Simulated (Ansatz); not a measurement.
**Zn$_{5}$O: density, localisation and related maps**

The calculation's input:

```
crystal:
  lattice:
    - [2.9766863887, 0.0, 0.0]
    - [-1.4883431944, 2.5778860317, 0.0]
    - [0.0, 0.0, 10.9342700327]
  atoms:
    - { symbol: Zn, position: [0.0, 0.0, 0.8757451482] }
    - { symbol: Zn, position: [0.6666666667, 0.3333333333, 0.6851054505] }
    - { symbol: Zn, position: [0.0, 0.0, 0.5] }
    - { symbol: Zn, position: [0.6666666667, 0.3333333333, 0.3148945495] }
    - { symbol: Zn, position: [0.0, 0.0, 0.1242548518] }
    - { symbol: O, position: [0.6666666667, 0.3333333333, 0.0] }
basis:
  ecutwfc: 420
kpoints:
  mp_grid: { grid: [12, 12, 4] }
hamiltonian:
  xc: pbe
scf:
  occupations: { method: gaussian, width: 0.1 }
output:
  forces: true
  stress: true
  eigenvalues: true
  write_density: true
  write_potential: true
  elf: true
  volumetric_format: npy
relax:
  adjacent_minimum: "off"
  f_tol: 0.01
  max_steps: 80
  cell: { stress_tol: 0.05 }
```

Command:

```sh
ansatz run input.yaml --threads 1 --pin off --max-ram 2560MiB --backend cpu --events-out ev --progress --plain --runs-dir out
```

Below, planes, directions and counts refer to the conventional cell (a = 2.93 Å, b = 2.93 Å, c = 11.15 Å, α = 90.00°, β = 90.00°, γ = 120.00°).

The fields are those of the run's last geometry, not of the input's.

Space group P-6m2; a structure generated by program, which may or may not match a known phase.

Computed with DFT PBE, scalar-relativistic, plane waves, PAW (Ansatz).

The density is the valence pseudo-density of a PAW calculation; it isn't the true density close to the nuclei.

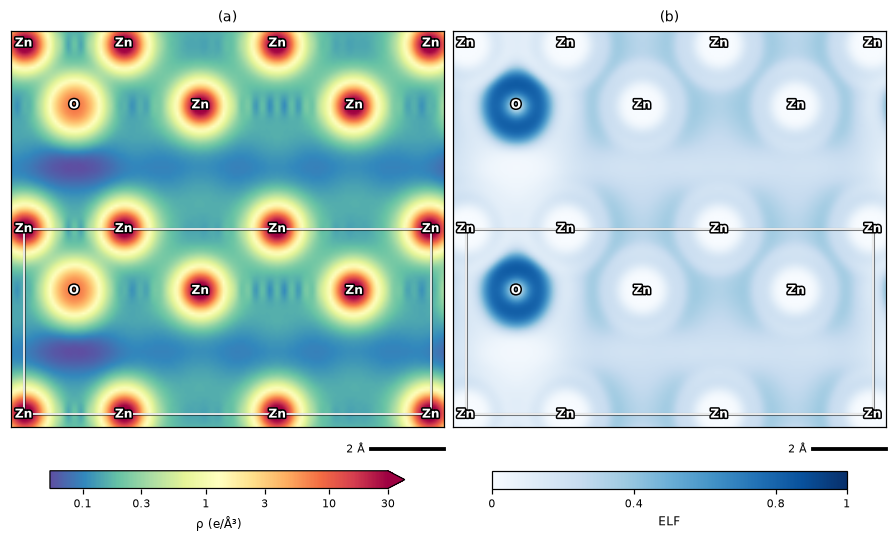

Figure 1. (a) valence pseudo-density; (b) electron localisation function on the (110) plane of the conventional cell.

Q: Read the bonding off the picture.

A:
- The plane passes through Zn and O nuclei.
- Zn–O (2.18 Å): ρ is about 0.38 e/Å³ halfway; the ELF peaks at about 0.80 in the valence shell of O, 0.6 Å from its nucleus, and is about 0.15 at the midpoint; no shared electron pair shows on this line.
- Between the atoms the lowest density in this plane is 0.05 e/Å³.

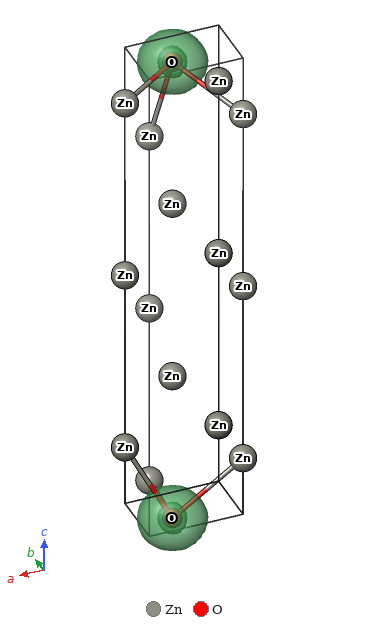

Figure 2. Isosurface of the ELF at 0.7 (green), seen at an oblique angle. Core shells and regions of very low density are left out. Sticks mark near contacts.

Q: What do the ELF domains correspond to?

A: The ELF exceeds this value in one region wrapped around O (its valence shell), counted in one cell of 6 atoms. Any copies at cell faces, edges or corners count once.

Q: Metal or insulator at this level of theory?

A: It is gapless in this calculation (a metal or semimetal).
